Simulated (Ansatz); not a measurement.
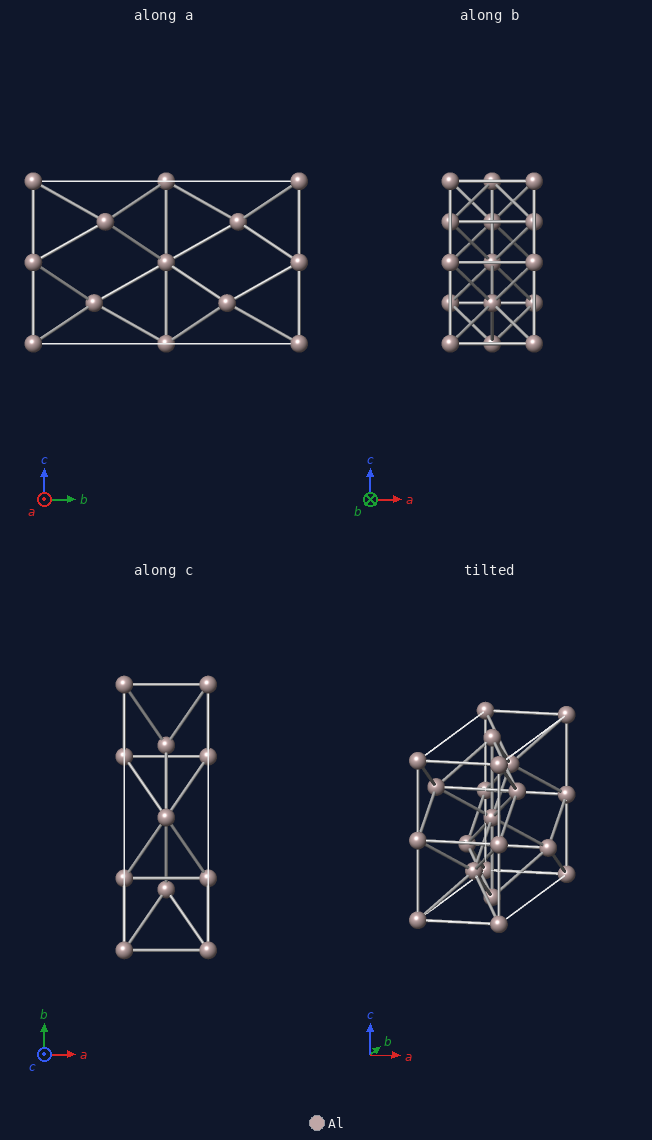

View along the a axis, along the b axis, along the c axis and slightly off an axis, drawn as a ball-and-stick model. The conventional unit cell is outlined; an atom on or near a face, edge or corner is repeated at each equivalent position.

Lattice parameters: a = 2.827 Å, b = 8.961 Å, c = 5.478 Å, α = 90.00°, β = 90.00°, γ = 90.00°. Put a along x and b in the xy plane.

### Transcribe the picture into a POSCAR file, with free fractional coordinates to two decimals.

```
Al
1.0
     2.827    0.000    0.000
     0.000    8.961    0.000
     0.000    0.000    5.478
Al
8
Direct
  0.50 0.50 0.50
  0.50 0.50 0.00
  0.00 0.27 0.75
  0.00 0.73 0.25
  0.00 0.00 0.50
  0.00 0.00 0.00
  0.50 0.77 0.75
  0.50 0.23 0.25
```

The cell started as a structure type filled with this element by a generator (whether the element takes this form wasn't checked). Earlier steps of the study, as a rule a relaxation of our own, may have changed the cell and positions, so they can lie some per cent off the listed ones. A calculation with Ansatz used it as input.
